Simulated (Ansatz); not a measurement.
A series of calculations on Al₅O₈

Part 1: Relaxation

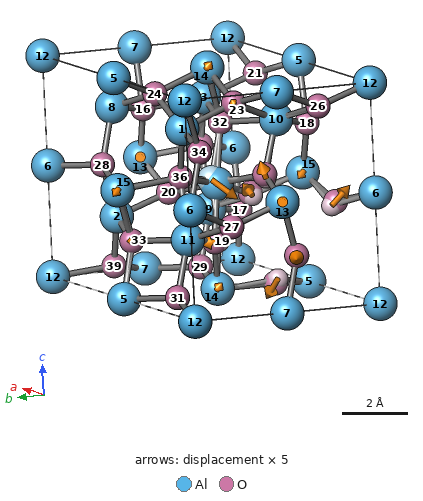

This is a relaxation of a defect cell of composition Al₅O₈. The starting structure is drawn faded, the final one solid; orange arrows show the displacements, magnified 5 times.

The picture is a ball-and-stick view of the cell of the calculation (origin shifted), seen from a free direction.

Case: Al vacancy (site c), charge +0, atoms relaxed at the host's cell.

Theory: Ansatz 0.2.0, DFT PBEsol, scalar-relativistic, plane waves, PAW. Settings: plane-wave cutoff 420 eV; k-point mesh 2 × 2 × 2; occupations gaussian; smearing width 0.01 eV; mesh shifted by (0.5, 0.5, 0.5); collinear spin; atoms relaxed in a fixed cell; force threshold 0.025 eV/Å; at most 45 steps.

> Describe the change and its energy.

Over 6 geometry steps the energy falls by 1.181 eV per cell of the calculation. The largest force component goes from 2.3 to 0.0092 eV/Å. The largest move is that of an Al atom, 0.21 Å along [−1 −1 −1]. By element the largest moves are Al 0.21 Å, O 0.19 Å. The cell stays as it was. Near-neighbour distances that change, for instance: Al–O 1.974 → 1.859 Å, Al–O 1.974 → 1.885 Å, Al–O 1.861 → 1.948 Å, Al–O 1.974 → 2.044 Å. Bond angles that change, for instance: O–Al–O 79.7° → 92.7°, O–Al–O 164.2° → 176.8°, O–Al–O 86.3° → 98.7°. Cost: 78 s on 4 threads of Arm Neoverse V2, on a shared host, peak memory 0.94 GiB.

Limits of the set-up: the periodic images lie only 7.0 Å apart, so the values are limited by the cell's size.

Part 2: Relaxation

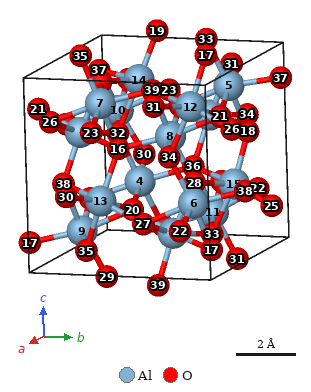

Starting structure of a defect cell of composition Al5O8 (cell charge −1). The picture is a ball-and-stick view of the cell of the calculation, seen slightly off an axis.

Case: Al vacancy (site c), charge -1, atoms relaxed at the host's cell.

Computed with Ansatz 0.2.0, DFT PBEsol, scalar-relativistic, plane waves, PAW.

Set-up: plane-wave cutoff 420 eV; k-point mesh 2 × 2 × 2; occupations gaussian; smearing width 0.01 eV; mesh shifted by (0.5, 0.5, 0.5); collinear spin; atoms relaxed in a fixed cell; force threshold 0.025 eV/Å; at most 45 steps.

```
CELL_PARAMETERS angstrom
0.00000 5.51238 4.33829
-4.77386 -2.75619 4.33829
4.77386 -2.75619 4.33829
ATOMIC_POSITIONS crystal
Al 0.14959 0.64845 0.64619
Al 0.64845 0.64619 0.14959
Al 0.64619 0.14959 0.64845
Al 0.33585 0.33585 0.33585
Al 0.35526 0.84928 0.85110
Al 0.84928 0.85110 0.35526
Al 0.85110 0.35526 0.84928
Al 0.64620 0.64620 0.64620
Al 0.65060 0.14620 0.14386
Al 0.14620 0.14386 0.65060
Al 0.14386 0.65060 0.14620
Al 0.85164 0.85164 0.85164
Al 0.86045 0.34548 0.35032
Al 0.34548 0.35032 0.86045
Al 0.35032 0.86045 0.34548
O 0.74975 0.40229 0.59637
O 0.75524 0.90253 0.09788
O 0.24985 0.90060 0.59398
O 0.25754 0.42013 0.09459
O 0.59442 0.40299 0.25039
O 0.59891 0.90240 0.74802
O 0.09781 0.88122 0.26710
O 0.09636 0.40629 0.75494
O 0.40229 0.59637 0.74975
O 0.42013 0.09459 0.25754
O 0.90253 0.09788 0.75524
O 0.90060 0.59398 0.24985
O 0.59637 0.74975 0.40229
O 0.59398 0.24985 0.90060
O 0.09459 0.25754 0.42013
O 0.09788 0.75524 0.90253
O 0.40299 0.25039 0.59442
O 0.40629 0.75494 0.09636
O 0.90240 0.74802 0.59891
O 0.88122 0.26710 0.09781
O 0.25039 0.59442 0.40299
O 0.26710 0.09781 0.88122
O 0.75494 0.09636 0.40629
O 0.74802 0.59891 0.90240
```

What does the optimiser find from here?

Answer. The largest moves, 0.032 Å, are those of Al13, Al14, Al15, O22, O35 and O37. Al15 goes along [−2 3 −2]. By element the largest moves are Al 0.032 Å, O 0.032 Å. The cell doesn't change. Some distances before and after: Al13–O16 1.897 → 1.922 Å, Al13–O20 2.044 → 2.060 Å, Al5–O37 1.828 → 1.814 Å, Al10–O26 1.851 → 1.865 Å. After 3 geometry steps the energy has fallen by 63.9 meV per cell of the calculation. The largest force component goes from 0.45 to 0.018 eV/Å. The run took 50 s on 4 threads of Arm Neoverse V2, on a shared host, peak memory 0.9 GiB.

Step by step:

```tsv
step	E − E(0), meV/atom	largest force component, eV/Å
0	0.00	0.4469
1	-1.09	0.2846
2	-1.61	0.0678
3	-1.64	0.0177
```

Limits of the set-up: the periodic images lie only 7.0 Å apart, so the values are limited by the cell's size; the cell is charged, on a uniform background, and energies carry no finite-size correction.

Part 3: Defect

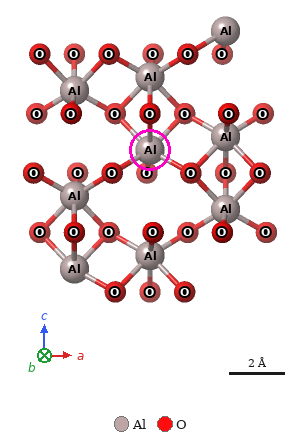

Perfect Al$_{2}$O$_{3}$. A ball-and-stick model of the atoms within 5.4 Å of one point, in a slice 4.2 Å thick across the line of sight, seen along the b axis.

Computed with DFT PBEsol, scalar-relativistic, plane waves, PAW (Ansatz 0.2.0). Settings: plane-wave cutoff 420 eV; k-point mesh 2 × 2 × 2; occupations gaussian; smearing width 0.01 eV; mesh shifted by (0.5, 0.5, 0.5); collinear spin. The cell is small and the k-mesh coarse, so the numbers are rough. A uniform background neutralises the charged cell. The axes drawn are those of the host's conventional cell.

An aluminium atom is taken out (a vacancy) at the ringed place, in charge state −1. The supercell has 40 sites, and the atoms are relaxed at the host's cell.

Question: How do the neighbours respond?

Answer: Around the empty Al site the host had 6 O at 1.86 to 1.97 Å; after relaxation the nearest atoms are 6 O at 2.02 to 2.11 Å. Of the host's atoms, an aluminium atom moves furthest from its site, by 0.21 Å. The cell's net moment is 2.00 μB.

The relaxed defect, seen from the same direction:

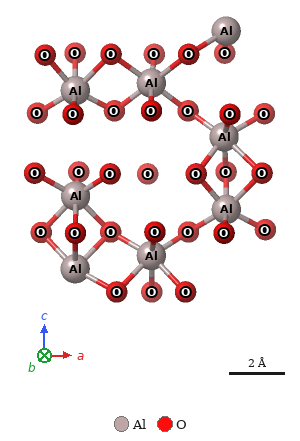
